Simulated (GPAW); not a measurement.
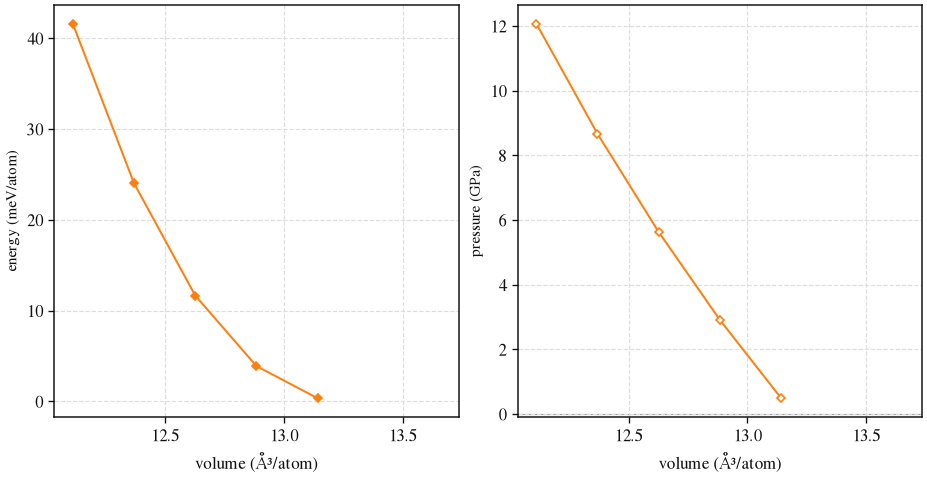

The plot gives the computed energy and pressure against volume for Cu₂O, space group Pn-3m (No. 224).

Structure:
```
Cu O
1.0
     4.26000    0.00000    0.00000
     0.00000    4.26000    0.00000
     0.00000    0.00000    4.26000
Cu O
4 2
Direct
  0.75000 0.25000 0.75000
  0.25000 0.75000 0.75000
  0.25000 0.25000 0.25000
  0.75000 0.75000 0.25000
  0.50000 0.50000 0.50000
  0.00000 0.00000 0.00000
```

Computed with GPAW 26.7.0: PAW DFT in plane waves, on a grid or in atomic orbitals, no spin polarisation; energies at scaled volumes of the given cell, shape and fractions fixed, counted from the fit's minimum, third-order Birch-Murnaghan fit. Level: PBE.

- k mesh: 5×5×5
- occupations: Fermi–Dirac
- smearing width: 0.05 eV
- potentials: JTH PAW 2.0
- wave cutoff: 800 eV
- program settings: basis pw

The points at volume 13.40 Å³/atom and 13.66 Å³/atom are left out of the plot. What values does the calculation give there?

```csv
volume (Å³/atom),energy (meV/atom),pressure (GPa)
13.40,0.57,-1.68
13.66,4.05,-3.61
```

Keep in mind: outside data set cut short.
